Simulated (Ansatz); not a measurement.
```xyz
5
Lattice="2.8394 0.0000 0.0000 -1.4197 2.4590 0.0000 0.0000 0.0000 24.2735" Properties=species:S:1:pos:R:3 pbc="T T T"
Al    1.4197    0.8197    7.5000
Al    0.0000    1.6394    9.8184
Al    0.0000    0.0000   12.1368
Al    1.4197    0.8197   14.4551
Al    0.0000    1.6394   16.7735
```

Computed without spin polarisation.

These are results of DFT PBEsol, scalar-relativistic, plane waves, PAW (Ansatz 0.2.0), not measurements.

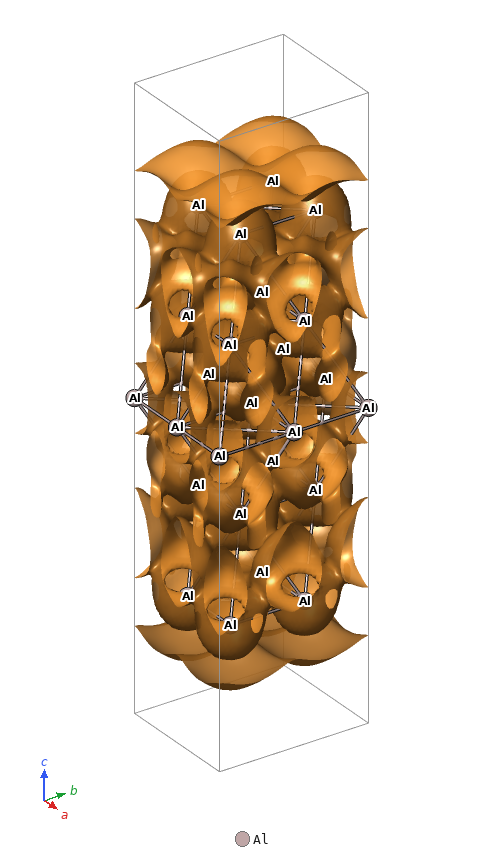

Al (slab). Isosurface of the electron localisation function at 0.55 (orange), seen slightly off an axis. Only the valence region is drawn (cores and ρ < 0.01 e/Å³ removed). Sticks mark near contacts.

In a PAW calculation such maps are meaningful between the atoms, not at the nuclei.

Question: Where are the electrons localised?

Answer: The surface consists of sheets that run through the cell in two directions, counted in one cell of 5 atoms. Counts are for one cell; the picture repeats the cell along the surface. There are no localised bonds or lone pairs at this value. Profiles from the grid: Al–Al (2.84 Å): the ELF peaks at about 0.65 between the atoms.

Question: Does the calculation give a band gap?

Answer: It is metallic or semimetallic at this level of theory: no gap opens.
